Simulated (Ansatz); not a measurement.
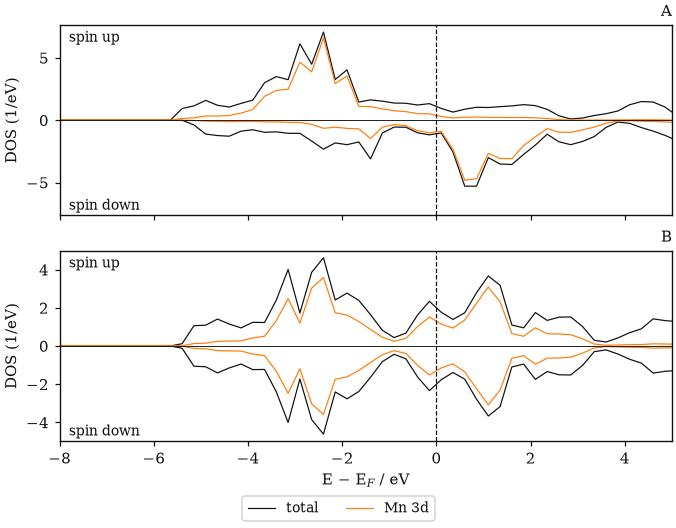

Spin-resolved densities of states of MnSb, space group P6_3/mmc, 4 atoms in the cell, a database entry, rescaled, in two magnetic states on the same cell (spin down negative; each from its own Fermi level). Method: DFT with PBE, PAW plane waves, spin-polarised, 7×7×4 k mesh, 420 eV cutoff, Fermi-Dirac smearing of 0.1 eV (Ansatz 0.2.0).

**Which panel is which state: ferromagnetic and antiferromagnetic?**

A is ferromagnetic (net moment 6.7 μB, local moments 7.6 μB in all, metal); B is antiferromagnetic (net moment 0.0 μB, local moments 7.3 μB in all, metal). Unequal spin channels mark a net moment; equal ones mean that moments cancel or are absent.

**Which of these states is lowest in energy?**

The ferromagnetic one; the antiferromagnetic state lies 50 meV an atom higher. Other orders weren't compared here.
